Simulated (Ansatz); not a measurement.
Here is a crystal structure:

```cif
data_structure
_symmetry_space_group_name_H-M 'I m m a'
_symmetry_Int_Tables_number 74
_cell_length_a 6.4978
_cell_length_b 6.8289
_cell_length_c 6.8280
_cell_angle_alpha 90.000
_cell_angle_beta 90.000
_cell_angle_gamma 90.000
_cell_volume 302.98
loop_
_atom_site_label
_atom_site_type_symbol
_atom_site_symmetry_multiplicity
_atom_site_Wyckoff_symbol
_atom_site_fract_x
_atom_site_fract_y
_atom_site_fract_z
_atom_site_occupancy
Sn1 Sn 4 e 0.00000 0.25000 0.74640 1
Sn2 Sn 4 c 0.25000 0.75000 0.75000 1
O1 O 8 i 0.25272 0.75000 0.44350 1
O2 O 8 h 0.50000 0.94351 0.75406 1
```

**What would you see if this were drawn?**

The solid is SnO2. It belongs to space group Imma (No. 74) and has a body-centred orthorhombic lattice. Atoms per cell: 24 (8 Sn, 16 O). The polyhedra are SnO6 octahedra; they share corners and edges. Each Sn has six O in a distorted octahedral arrangement at 2.09 Å. Each O is bonded to three Sn at 2.09 Å. The bonds build a three-dimensional framework.

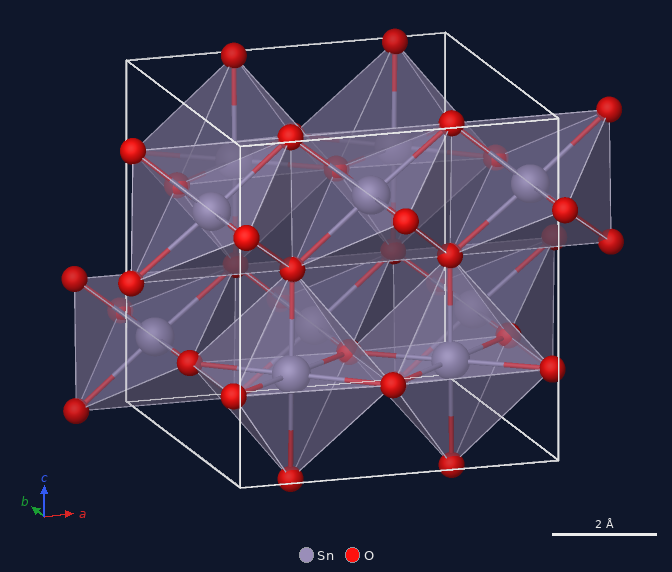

View slightly off an axis, drawn as a polyhedral model. The wireframe shows the conventional unit cell. Some neighbours outside the box are added.

The starting point was a structure listed in the Materials Project. Earlier steps of the study, as a rule a relaxation of our own, may have changed the cell and positions, so they can lie some per cent off the listed ones. It went into a calculation with Ansatz.
